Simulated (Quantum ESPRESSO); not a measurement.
Run report: Ir, relaxation of cell and atoms

Ir (P-1, 1 atom in the cell), computed with Kohn-Sham DFT of a periodic cell, WC, PseudoDojo 0.4 SR PBE stringent, no spin polarisation (Quantum ESPRESSO 7.5).

The structure derives from an entry of the Crystallography Open Database. The run did not end well.

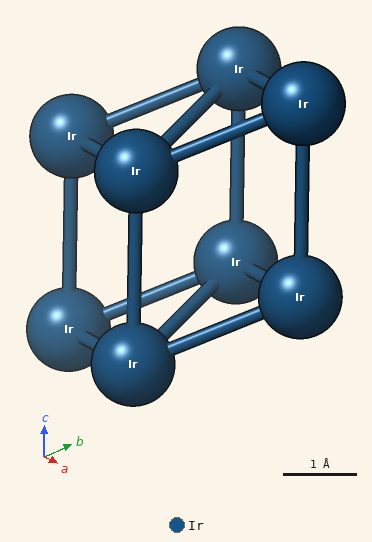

The input geometry (ball-and-stick view of the cell of the calculation, set on other vectors, seen slightly off an axis). An atom can appear more than once, as a periodic image.

## Input
```
&CONTROL
  calculation = 'vc-relax'
  prefix = 'pwscf'
  outdir = './tmp'
  pseudo_dir = './pseudo'
  tprnfor = .true.
  tstress = .true.
  disk_io = 'low'
  nstep = 30
  forc_conv_thr = 0.0004
  etot_conv_thr = 1d-05
/
&SYSTEM
  ibrav = 0
  nat = 1
  ntyp = 1
  ecutwfc = 68
  nbnd = 15
  input_dft = 'wc'
  occupations = 'smearing'
  smearing = 'gaussian'
  degauss = 0.00734986
/
&ELECTRONS
  conv_thr = 2d-10
  electron_maxstep = 50
  mixing_beta = 0.5
/
&IONS
  ion_dynamics = 'bfgs'
/
&CELL
  cell_dynamics = 'bfgs'
  press = 0
  press_conv_thr = 0.3
/
ATOMIC_SPECIES
Ir   192.2170 Ir.upf
CELL_PARAMETERS angstrom
   0.0644692700    1.8373557400    1.7560488600
   1.9418131400    0.0774349900    1.7430831500
   2.1728248700    2.0554017600   -0.1535767500
ATOMIC_POSITIONS crystal
Ir     0.0000000000    0.0000000000    0.0000000000
```

Command:
```bash
OMP_NUM_THREADS=1 pw.x -in pw.in > pw.out
```

## Output
```
This program is part of the open-source Quantum ESPRESSO suite
     for quantum simulation of materials; please cite
         "P. Giannozzi et al., J. Phys.:Condens. Matter 21 395502 (2009);
         "P. Giannozzi et al., J. Phys.:Condens. Matter 29 465901 (2017);
         "P. Giannozzi et al., J. Chem. Phys. 152 154105 (2020);
          URL
     in publications or presentations arising from this work. More details at

     IMPORTANT: XC functional enforced from input :
     Exchange-correlation= WC
                           (   1   4  11   4   0   0   0)
     Any further DFT definition will be discarded
     Please, verify this is what you really want

     gamma-point specific algorithms are used
     Message from routine setup:
     using ibrav=0 with symmetry is DISCOURAGED, use correct ibrav instead

     G-vector sticks info
     --------------------
     sticks:   dense  smooth     PW     G-vecs:    dense   smooth      PW
     Sum         441     441    113                 7149     7149     887

     Using Slab Decomposition

     bravais-lattice index     =            0
     lattice parameter (alat)  =       4.8044  a.u.
     unit-cell volume          =      94.3978 (a.u.)^3
     number of atoms/cell      =            1
     number of atomic types    =            1
     number of electrons       =        17.00
     number of Kohn-Sham states=           15
     kinetic-energy cutoff     =      68.0000  Ry
     charge density cutoff     =     272.0000  Ry
     scf convergence threshold =      2.0E-10
     mixing beta               =       0.5000
     number of iterations used =            8  plain     mixing
     energy convergence thresh.=      1.0E-05
     force convergence thresh. =      4.0E-04
     press convergence thresh. =      3.0E-01
     Exchange-correlation= WC
                           (   1   4  11   4   0   0   0)
     nstep                     =           30

     celldm(1)=   4.804418  celldm(2)=   0.000000  celldm(3)=   0.000000
     celldm(4)=   0.000000  celldm(5)=   0.000000  celldm(6)=   0.000000

     crystal axes: (cart. coord. in units of alat)
               a(1) = (   0.025358   0.722689   0.690708 )
               a(2) = (   0.763775   0.030458   0.685608 )
               a(3) = (   0.854639   0.808453  -0.060406 )

     reciprocal axes: (cart. coord. in units 2 pi/alat)
               b(1) = ( -0.653327  0.742568  0.694825 )
               b(2) = (  0.707295 -0.695286  0.701512 )
               b(3) = (  0.557373  0.599332 -0.647544 )

     PseudoPot. # 1 for Ir read from file:
     Ir.upf
     Pseudo is Norm-conserving + core correction, Zval = 17.0
     Generated using ONCVPSP code by D. R. Hamann
     Using radial grid of 1310 points,  8 beta functions with:
                l(1) =   0
                l(2) =   0
                l(3) =   1
                l(4) =   1
                l(5) =   2
                l(6) =   2
                l(7) =   3
                l(8) =   3

     atomic species   valence    mass     pseudopotential
     Ir               17.00   192.21700     Ir( 1.00)

      2 Sym. Ops., with inversion, found

   Cartesian axes

     site n.     atom                  positions (alat units)
         1        Ir     tau(   1) = (   0.0000000   0.0000000   0.0000000  )

     number of k points=     1  Gaussian smearing, width (Ry)=  0.0073
                       cart. coord. in units 2pi/alat
        k(    1) = (   0.0000000   0.0000000   0.0000000), wk =   2.0000000

     Dense  grid:     3575 G-vectors     FFT dimensions: (  25,  25,  30)

     Initial potential from superposition of free atoms

     starting charge      16.9998, renormalised to      17.0000
     Starting wfcs are   10 randomized atomic wfcs +    5 random wfcs

     Self-consistent Calculation

     iteration #  1     ecut=    68.00 Ry     beta= 0.50
     Davidson diagonalization with overlap
     ethr =  1.00E-02,  avg # of iterations =  7.0

     total energy              =    -230.72724912 Ry
     estimated scf accuracy    <       0.19855097 Ry

     iteration #  2     ecut=    68.00 Ry     beta= 0.50
     Davidson diagonalization with overlap
     ethr =  1.17E-03,  avg # of iterations =  1.0

     total energy              =    -230.72978457 Ry
     estimated scf accuracy    <       0.02916392 Ry

     iteration #  3     ecut=    68.00 Ry     beta= 0.50
     Davidson diagonalization with overlap
     ethr =  1.72E-04,  avg # of iterations =  1.0

     total energy              =    -230.73113185 Ry
     estimated scf accuracy    <       0.00232544 Ry

     iteration #  4     ecut=    68.00 Ry     beta= 0.50
     Davidson diagonalization with overlap
     ethr =  1.37E-05,  avg # of iterations =  2.0

     total energy              =    -230.73135826 Ry
     estimated scf accuracy    <       0.00012931 Ry

     iteration #  5     ecut=    68.00 Ry     beta= 0.50
     Davidson diagonalization with overlap
     ethr =  7.61E-07,  avg # of iterations =  4.0

     total energy              =    -230.73142310 Ry
     estimated scf accuracy    <       0.00003111 Ry

     iteration #  6     ecut=    68.00 Ry     beta= 0.50
     Davidson diagonalization with overlap
     ethr =  1.83E-07,  avg # of iterations =  1.0

     total energy              =    -230.73142890 Ry
     estimated scf accuracy    <       0.00000380 Ry

     iteration #  7     ecut=    68.00 Ry     beta= 0.50
     Davidson diagonalization with overlap
     ethr =  2.23E-08,  avg # of iterations =  1.0

     total energy              =    -230.73142940 Ry
     estimated scf accuracy    <       0.00000008 Ry

     iteration #  8     ecut=    68.00 Ry     beta= 0.50
     Davidson diagonalization with overlap
     ethr =  4.71E-10,  avg # of iterations =  4.0

     total energy              =    -230.73142942 Ry
     estimated scf accuracy    <       0.00000001 Ry

     iteration #  9     ecut=    68.00 Ry     beta= 0.50
     Davidson diagonalization with overlap
     ethr =  6.20E-11,  avg # of iterations =  2.0

     total energy              =    -230.73142943 Ry
     estimated scf accuracy    <          4.5E-09 Ry

     iteration # 10     ecut=    68.00 Ry     beta= 0.50
     Davidson diagonalization with overlap
     ethr =  2.65E-11,  avg # of iterations =  1.0

     total energy              =    -230.73142943 Ry
     estimated scf accuracy    <          2.4E-10 Ry

[... 337 further cycles ...]
     iteration #  8     ecut=    68.00 Ry     beta= 0.50
     Davidson diagonalization with overlap
     ethr =  2.03E-06,  avg # of iterations =  1.0

     total energy              =    -230.87629772 Ry
     estimated scf accuracy    <       0.00002234 Ry

     iteration #  9     ecut=    68.00 Ry     beta= 0.50
     Davidson diagonalization with overlap
     ethr =  1.31E-07,  avg # of iterations =  1.0

     total energy              =    -230.87630173 Ry
     estimated scf accuracy    <       0.00019795 Ry

     iteration # 10     ecut=    68.00 Ry     beta= 0.50
     Davidson diagonalization with overlap
     ethr =  1.31E-07,  avg # of iterations =  1.0

     total energy              =    -230.87630028 Ry
     estimated scf accuracy    <       0.00003238 Ry

     iteration # 11     ecut=    68.00 Ry     beta= 0.50
     Davidson diagonalization with overlap
     ethr =  1.31E-07,  avg # of iterations =  1.0

     total energy              =    -230.87630334 Ry
     estimated scf accuracy    <       0.00000811 Ry

     iteration # 12     ecut=    68.00 Ry     beta= 0.50
     Davidson diagonalization with overlap
     ethr =  4.77E-08,  avg # of iterations =  1.0

     total energy              =    -230.87630344 Ry
     estimated scf accuracy    <       0.00000097 Ry

     iteration # 13     ecut=    68.00 Ry     beta= 0.50
     Davidson diagonalization with overlap
     ethr =  5.73E-09,  avg # of iterations =  1.0

     total energy              =    -230.87630347 Ry
     estimated scf accuracy    <       0.00000002 Ry

     iteration # 14     ecut=    68.00 Ry     beta= 0.50
     Davidson diagonalization with overlap
     ethr =  1.37E-10,  avg # of iterations =  4.0

     total energy              =    -230.87630347 Ry
     estimated scf accuracy    <       0.00000004 Ry

     iteration # 15     ecut=    68.00 Ry     beta= 0.50
     Davidson diagonalization with overlap
     ethr =  1.37E-10,  avg # of iterations =  1.0

     total energy              =    -230.87630347 Ry
     estimated scf accuracy    <          1.5E-10 Ry

     iteration # 16     ecut=    68.00 Ry     beta= 0.50
     Davidson diagonalization with overlap
     ethr =  8.89E-13,  avg # of iterations =  2.0

     total energy              =    -230.87630347 Ry
     estimated scf accuracy    <          2.1E-11 Ry

     iteration # 17     ecut=    68.00 Ry     beta= 0.50
     Davidson diagonalization with overlap
     ethr =  1.21E-13,  avg # of iterations =  2.0

     End of self-consistent calculation

          k = 0.0000 0.0000 0.0000 (   444 PWs)   bands (ev):

   -67.4678 -24.0946 -23.7256 -23.4721  14.3155  17.3172  21.9042  22.0822
    26.7622  26.7890  38.9499  42.9323  44.1671  46.4615  52.0583

     the Fermi energy is    26.7270 ev

!    total energy              =    -230.87630347 Ry
     estimated scf accuracy    <          1.3E-12 Ry
     smearing contrib. (-TS)   =      -0.00648986 Ry
     internal energy E=F+TS    =    -230.86981362 Ry

     The total energy is F=E-TS. E is the sum of the following terms:
     one-electron contribution =     -39.43509232 Ry
     hartree contribution      =      31.75981126 Ry
     xc contribution           =     -43.76524404 Ry
     ewald contribution        =    -179.42928852 Ry

     convergence has been achieved in  17 iterations

     Forces acting on atoms (cartesian axes, Ry/au):

     atom    1 type  1   force =     0.00000000    0.00000000    0.00000000

     Total force =     0.000000     Total SCF correction =     0.000000

     Computing stress (Cartesian axis) and pressure

          total   stress  (Ry/bohr**3)                   (kbar)     P=       66.62
  -0.00007589   0.00103880  -0.00047067          -11.16      152.81      -69.24
   0.00103880   0.00066492  -0.00134716          152.81       97.81     -198.17
  -0.00047067  -0.00134716   0.00076963          -69.24     -198.17      113.22

     Energy error            =      2.9E-04 Ry
     Gradient error          =      0.0E+00 Ry/Bohr
     Cell gradient error     =      2.0E+02 kbar

     number of scf cycles    =  30
     number of bfgs steps    =  23

     enthalpy           old  =    -230.8760178962 Ry
     enthalpy           new  =    -230.8763034747 Ry

     CASE: enthalpy          _new < enthalpy          _old

     new trust radius        =       0.0365982316 bohr

     The maximum number of steps has been reached.

     End of BFGS Geometry Optimization
     new unit-cell volume =     98.90230 a.u.^3 (    14.65581 Ang^3 )
     density =     21.77866 g/cm^3

CELL_PARAMETERS (angstrom)
   0.018800766   1.925758216   1.884066398
   2.194574686   0.356041669   1.538718313
   2.799513965   1.924834432  -0.079451064

ATOMIC_POSITIONS (crystal)
Ir               0.0000000000        0.0000000000        0.0000000000

     NEW-OLD atomic charge density approx. for the potential
     New effective cutoffs (rho, wfc):  419.87  104.71

=------------------------------------------------------------------------------=
   JOB DONE.
=------------------------------------------------------------------------------=
```

## Outcome

- outcome: not converged
- space group (tolerance 0.01 Å): P-1 (2)
- electrons treated: 17
- free energy: −3141.2321 eV
- Fermi energy: 26.727 eV
- gap on the k-point mesh: 4.68 eV
- pressure: 6.66 GPa
- final volume: 14.66 Å³
- largest force (length of the vector) at the end: under 0.001 eV/Å
- final cell: a = 2.694 Å, b = 2.704 Å, c = 3.398 Å, α = 43.12°, β = 66.78°, γ = 60.15°
- hardware: 1 thread of AMD EPYC (Zen 4), 16 GiB of memory available, shared host
- wall time: 4.6 s
- peak memory: 0.05 GiB

## Diagnosis

Some settings of this run were drawn to be unusual or wrong. The run did not converge. Its last values are not results. Further notes kept with the run: potentials made for another functional. Points of doubt noted for this run: coarse mesh; potentials made for another functional.
